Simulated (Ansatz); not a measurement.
Consider Ir (slab).

Input

```
crystal:
  lattice:
    - [2.7369678023, 0.0, 0.0]
    - [0.0, 2.7369678023, 0.0]
    - [0.0, 0.0, 22.7413139715]
  atoms:
    - { symbol: Ir, position: [0.5, 0.5, 0.329796247] }
    - { symbol: Ir, position: [0.0, 0.0, 0.4148981235] }
    - { symbol: Ir, position: [0.5, 0.5, 0.5] }
    - { symbol: Ir, position: [0.0, 0.0, 0.5851018765] }
    - { symbol: Ir, position: [0.5, 0.5, 0.670203753] }
basis:
  ecutwfc: 420
kpoints:
  mp_grid: { grid: [13, 13, 1] }
hamiltonian:
  xc: pbe
scf:
  occupations: { method: gaussian, width: 0.1 }
output:
  forces: true
  stress: true
  eigenvalues: true
  write_density: true
  write_potential: true
  elf: true
  volumetric_format: npy
efield:
  axis: 3
  dipole_correction: true
  ramp_width: 0.04
```

Launched as:

```sh
ansatz run input.yaml --threads 1 --pin off --max-ram 2560MiB --backend cpu --events-out ev --progress --plain --runs-dir out
```

Changed on purpose from its base cell (repeats removed: 1); not relaxed (largest force 1.1 eV/Å); computed without spin polarisation.

The calculation used Ansatz 0.2.0, DFT PBE, scalar-relativistic, plane waves, PAW.

### What will maps of the valence pseudo-density and electron localisation function show?

Ir–Ir (2.74 Å): ρ at the midpoint is about 0.43 e/Å³; the ELF is about 0.35 at the midpoint (no localised pair shows between them).

### Does the calculation make it a metal, or give it a gap?

It is gapless in this calculation (a metal or semimetal).

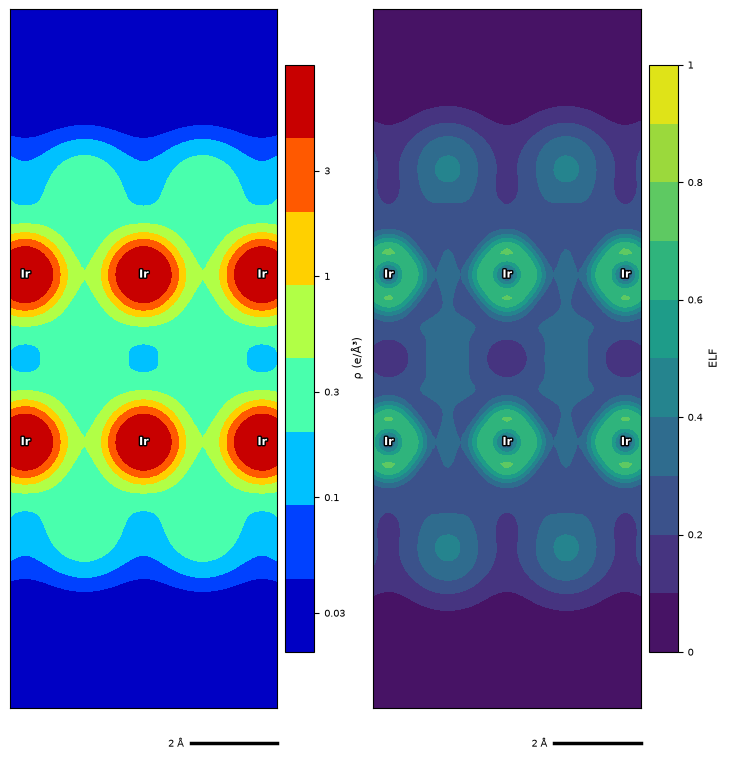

Computed valence pseudo-density and electron localisation function on the (010) plane of the calculation cell, a cut from vacuum to vacuum, in this order. 
